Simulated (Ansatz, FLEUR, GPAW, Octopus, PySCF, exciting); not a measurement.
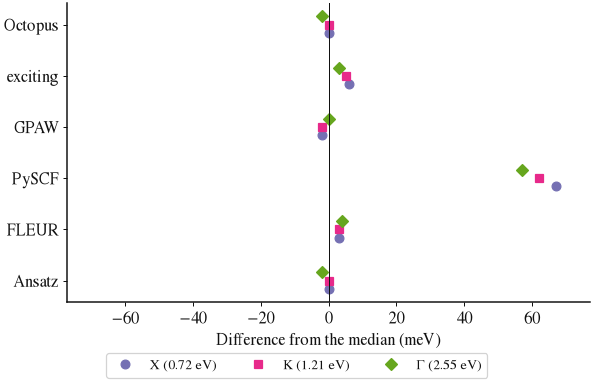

Lowest conduction level at each named k point, counted from the valence-band top at Γ, for diamond-type Si, space group Fd-3m, 2 atoms in the primitive cell; cubic a = 5.444 Å. Six programs ran PBE (no spin polarisation, no spin-orbit coupling) on the same cell and 8×8×8 k mesh. The plot shows each result less the median of the plane-wave, real-space and all-electron runs, which the legend gives. The smallest gap over all k points computed is less than these values: 0.58 eV in Ansatz.

**How well do the programs agree?**

The plane-wave, real-space and all-electron programs (Ansatz, FLEUR, Octopus, exciting and GPAW) agree within 9 meV at these points. PySCF departs by up to +67 meV (at X). At a point that isn't plotted the departure is larger: +166 meV for PySCF at W.

| program | kind | valence electrons | X (eV) | K (eV) | Γ (eV) |
| --- | --- | --- | --- | --- | --- |
| Ansatz | plane waves | 8 | 0.723 | 1.213 | 2.553 |
| FLEUR | all-electron | – | 0.726 | 1.216 | 2.559 |
| PySCF | local basis | 8 | 0.790 | 1.275 | 2.612 |
| GPAW | plane waves | 8 | 0.721 | 1.211 | 2.555 |
| exciting | all-electron | – | 0.729 | 1.218 | 2.558 |
| Octopus | real-space grid | 8 | 0.723 | 1.213 | 2.553 |

Settings. SPMS NC, 408 eV cutoff, Fermi-Dirac smearing of 0.05 eV (Ansatz). all-electron, Fermi-Dirac smearing of 0.05 eV (FLEUR). DZVP-MOLOPT-SR/GTH-PBE (potentials made for PBE), 8×8×8 k mesh in the self-consistent step, Fermi-Dirac smearing of 0.05 eV (PySCF 2.14.0). GPAW PAW data sets (gpaw-data 1.2.1), 600 eV cutoff, Fermi-Dirac smearing of 0.05 eV (GPAW). all-electron LAPW+lo, shipped species files, valence relativity iora*, Fermi-Dirac smearing of 0.05 eV (exciting). pseudodojo_pbe (PseudoDojo 0.5, PBE), Fermi-Dirac smearing of 0.05 eV (Octopus 16.4).

LDA, GGA and most meta-GGA functionals understate gaps. PySCF: the basis of atomic orbitals isn't converged, which shifts gaps and empty levels.
